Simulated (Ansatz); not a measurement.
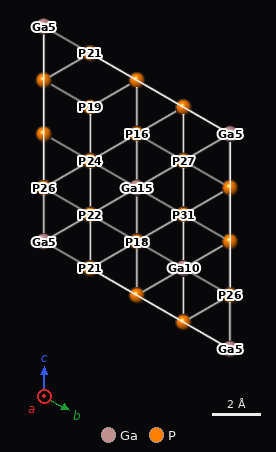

This is the input geometry for a relaxation of a defect cell of composition Ga15P16 (coarse preliminary run). The picture is a ball-and-stick view of the cell of the calculation, seen along the a axis.

Case: Ga vacancy (site a), charge +0, atoms relaxed at the host's cell.

Level of theory: Ansatz 0.2.0, DFT PBE, scalar-relativistic, plane waves, PAW.

Input file:
```yaml
crystal:
  lattice:
    - [-5.5051169764, 5.5051169764, -5.5051169764]
    - [5.5051169764, -5.5051169764, -5.5051169764]
    - [-5.5051169764, -5.5051169764, 5.5051169764]
  atoms:
    - { symbol: Ga, position: [0.75, 0.25, 1.0] }
    - { symbol: Ga, position: [0.5, 0.25, 0.25] }
    - { symbol: Ga, position: [0.25, 0.0, 0.75] }
    - { symbol: Ga, position: [0.25, 0.25, 0.5] }
    - { symbol: Ga, position: [1.0, 1.0, 1.0] }
    - { symbol: Ga, position: [0.75, 0.0, 0.25] }
    - { symbol: Ga, position: [0.5, 0.75, 0.75] }
    - { symbol: Ga, position: [0.5, 0.0, 0.5] }
    - { symbol: Ga, position: [0.25, 0.75, 1.0] }
    - { symbol: Ga, position: [0.0, 0.75, 0.25] }
    - { symbol: Ga, position: [0.75, 0.5, 0.75] }
    - { symbol: Ga, position: [0.75, 0.75, 0.5] }
    - { symbol: Ga, position: [0.5, 0.5, 1.0] }
    - { symbol: Ga, position: [0.25, 0.5, 0.25] }
    - { symbol: Ga, position: [0.0, 0.5, 0.5] }
    - { symbol: P, position: [0.0, 0.5, 0.75], spin: 0.25 }
    - { symbol: P, position: [0.75, 0.5, 0.0] }
    - { symbol: P, position: [0.5, 0.5, 0.25] }
    - { symbol: P, position: [0.25, 0.25, 0.75], spin: 0.25 }
    - { symbol: P, position: [0.25, 0.5, 0.5] }
    - { symbol: P, position: [0.0, 0.25, 0.0], spin: 0.25 }
    - { symbol: P, position: [0.75, 0.25, 0.25] }
    - { symbol: P, position: [0.5, 0.0, 0.75] }
    - { symbol: P, position: [0.5, 0.25, 0.5] }
    - { symbol: P, position: [0.25, 0.0, 0.0] }
    - { symbol: P, position: [0.0, 0.0, 0.25] }
    - { symbol: P, position: [0.75, 0.75, 0.75] }
    - { symbol: P, position: [0.75, 0.0, 0.5], spin: 0.25 }
    - { symbol: P, position: [0.5, 0.75, 0.0] }
    - { symbol: P, position: [0.25, 0.75, 0.25] }
    - { symbol: P, position: [0.0, 0.75, 0.5] }
  host:
    lattice:
      - [0.0, 2.7525584882, 2.7525584882]
      - [2.7525584882, 0.0, 2.7525584882]
      - [2.7525584882, 2.7525584882, 0.0]
    atoms:
      - { symbol: Ga, position: [0.0, 0.0, 0.0] }
      - { symbol: P, position: [0.25, 0.25, 0.25] }
basis:
  ecutwfc: 420
  xc_grid: 2
kpoints:
  mp_grid: { grid: [1, 1, 1], shift: [0.0, 0.0, 0.0] }
hamiltonian:
  xc: pbe
scf:
  occupations: { method: gaussian, width: 0.01 }
output:
  forces: true
  stress: false
  eigenvalues: true
  populations: true
  charged_corrections:
    defect_position: [0.0, 0.25, 0.75]
    epsilon: [[12.8535, 0.0, 0.0], [0.0, 12.8535, 0.0], [0.0, 0.0, 12.8535]]
magnetization:
  spin_polarized: true
relax:
  adjacent_minimum: "off"
  f_tol: 0.025
  max_steps: 45
```

Run as
```bash
ansatz run input.yaml --threads 4 --pin off --max-ram 10240MiB --backend cpu --events-out ev --progress --plain --runs-dir out
```

> Predict the outcome.

The energy falls by 0.129 eV per cell of the calculation in 2 geometry steps. The largest force component goes from 0.16 to 0.018 eV/Å. The largest moves, 0.13 Å, are those of P16, P19, P21 and P28. P21 goes along −c. By element the largest moves are P 0.13 Å, Ga 0.05 Å. The cell stays as it was. Among the contacts that change: Ga11–P27 2.384 → 2.414 Å, Ga10–P17 2.384 → 2.396 Å, Ga11–P16 2.384 → 2.377 Å, Ga11–P17 2.384 → 2.391 Å. Among the angles between lasting bonds that change: P16–Ga11–P27 109.5° → 113.0°, Ga1–P21–Ga5 109.5° → 106.6°.

History of the run:

| step | E − E(0), meV/atom | largest force component, eV/Å |
| --- | --- | --- |
| 0 | 0.00 | 0.1648 |
| 1 | -3.85 | 0.0560 |
| 2 | -4.17 | 0.0175 |

The end point in the same view:

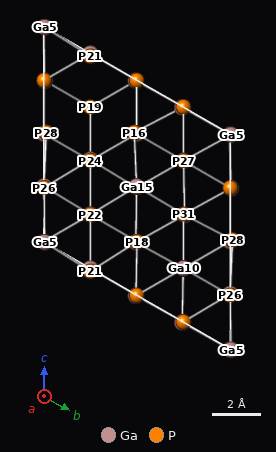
